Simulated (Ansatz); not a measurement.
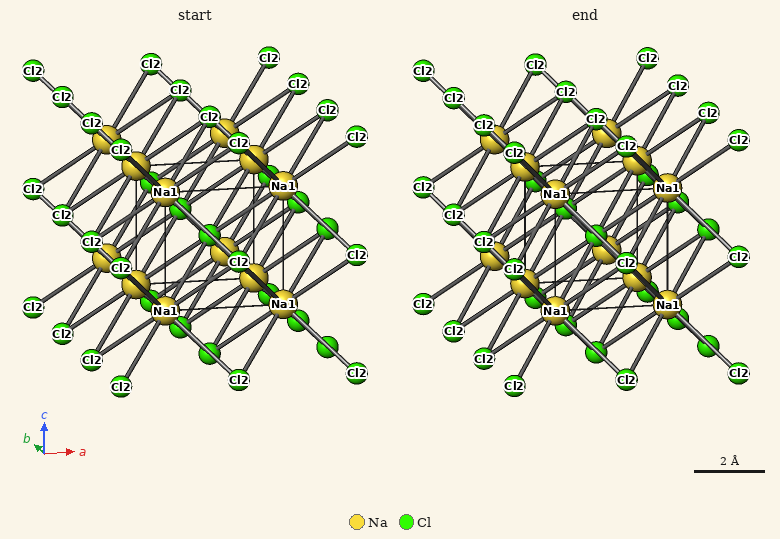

The structure of crystalline NaCl (set up in Pm-3m) (coarse preliminary run) before (left) and after (right) a relaxation, at one scale.

A ball-and-stick model of the cell of the calculation, repeated 1 × 2 × 1 with one cell outlined, seen slightly off an axis.

Case: input drawn at random.

These are results of DFT r2SCAN, scalar-relativistic, plane waves, PAW in Ansatz 0.2.0, not measurements. Set-up: plane-wave cutoff 500 eV; k-point mesh 2 × 2 × 2; occupations cold; smearing width 0.1 eV; no spin polarisation; cell and atoms relaxed; force threshold 0.001 eV/Å; at most 2 steps.

> Describe what moved and what it gained.

The relaxation stopped without meeting its thresholds, so the last structure isn't shown to be converged. It used up its limit of 2 steps. The atoms keep their places relative to the cell (all moves are under 0.005 Å). Cell: a 3.502 → 3.332 Å (−4.9 %), b 3.502 → 3.633 Å (+3.7 %), c 3.502 → 3.450 Å (−1.5 %). Volume −2.8 %. Some distances before and after: Na1–Cl2 3.033 → 3.007 Å. The space group (tolerance 0.01 Å) goes from Pm-3m (No. 221) to Pmmm (No. 47). The energy falls by 23.4 meV per atom in 1 geometry step. All forces vanish by symmetry, so only the cell relaxes. Pressure: −1.23 GPa at the start and −1.00 GPa at the end. The run took roughly 14 core-seconds on a shared host.
